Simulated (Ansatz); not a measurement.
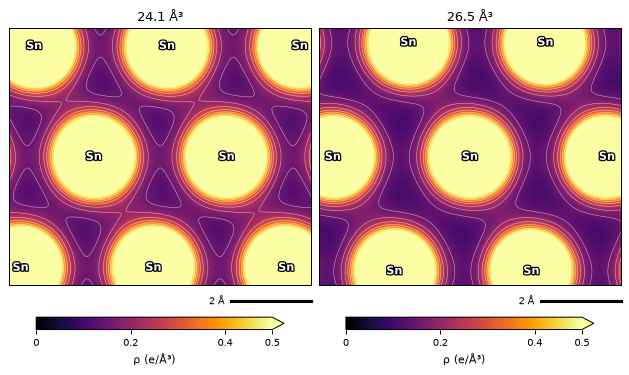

Sn. The valence charge density (pseudo) of cells scaled evenly to different volumes (given per atom above each panel), on the (011̄) plane of each (indices in the axes of the cell below), at one length scale and on one colour scale.

Method: DFT PBEsol, scalar-relativistic, plane waves, PAW (Ansatz).

The largest cell:

```
CELL_PARAMETERS angstrom
-1.61733 1.61733 2.53388
1.61733 -1.61733 2.53388
1.61733 1.61733 -2.53388
ATOMIC_POSITIONS crystal
Sn 0.00000 0.00000 0.00000
```

| volume (Å³/atom) | Sn–Sn contact in the plane (Å) | ρ at its midpoint (e/Å³) | pressure (GPa) | 
| --- | --- | --- | --- |
| 24.13 | 3.135 | 0.201 | 6.5 | 
| 25.72 | 3.202 | ? | ? | 
| 26.51 | 3.235 | 0.173 | 0.0 | 

Question: What values belong in the row with question marks?

Answer: Over the known rows ln ρ falls by 1.50 per Å of Sn–Sn distance (the line through the two), which gives 0.182 e/Å³ at 3.202 Å; the calculation gives 0.182 e/Å³. For the pressure, a straight line in volume between the neighbouring rows gives 2.2 GPa; the calculation gives 1.8, lower because pressure rises ever faster on compression.
